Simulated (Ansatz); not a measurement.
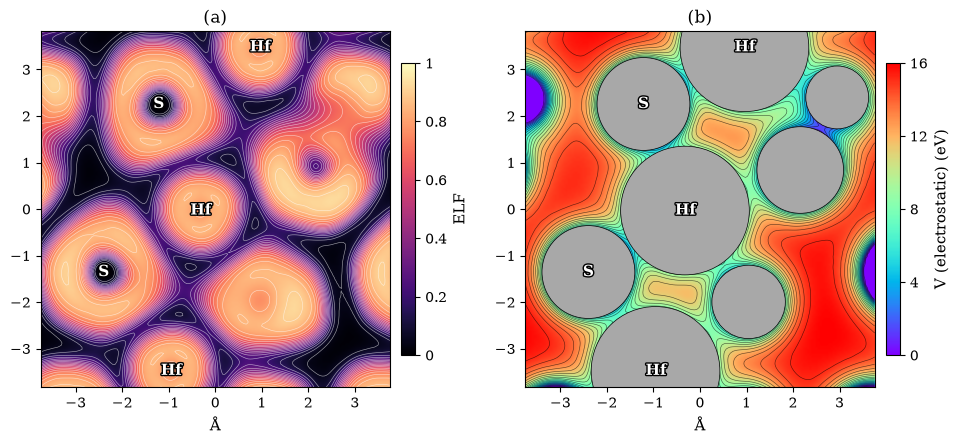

Figure. Hf4S9 (cell with a defect). (a) electron localisation function; (b) electrostatic potential (local pseudopotential plus Hartree) felt by an electron on the (101̄) plane of the calculation cell. Grey discs cover the atomic cores in the potential map.

These are results of DFT PBE+D3(BJ), scalar-relativistic, plane waves, PAW (Ansatz), not measurements.

In a PAW calculation such maps are meaningful between the atoms, not at the nuclei.

Q: Interpret the plot.

A: Atoms in the plane: Hf and S.
Atoms just off the plane (S, 0.4 Å away) can leave unmarked features too.
Hf–S (2.46 Å): the ELF peaks at about 0.85 in the valence shell of S, 0.8 Å from its nucleus, and is about 0.35 at the midpoint.
Hf–S (2.49 Å): the ELF peaks at about 0.85 in the valence shell of S, 0.8 Å from its nucleus, and is about 0.40 at the midpoint.
Hf–S (2.57 Å): the ELF peaks at about 0.85 in the valence shell of S, 0.8 Å from its nucleus, and is about 0.40 at the midpoint.
The features right at Hf lie inside the PAW spheres, where the map follows smoothed inner orbitals and isn't to be read closely.
Outside the cores the potential energy rises away from the atoms and is highest about 1.9 Å from the nearest atoms; its zero is arbitrary.
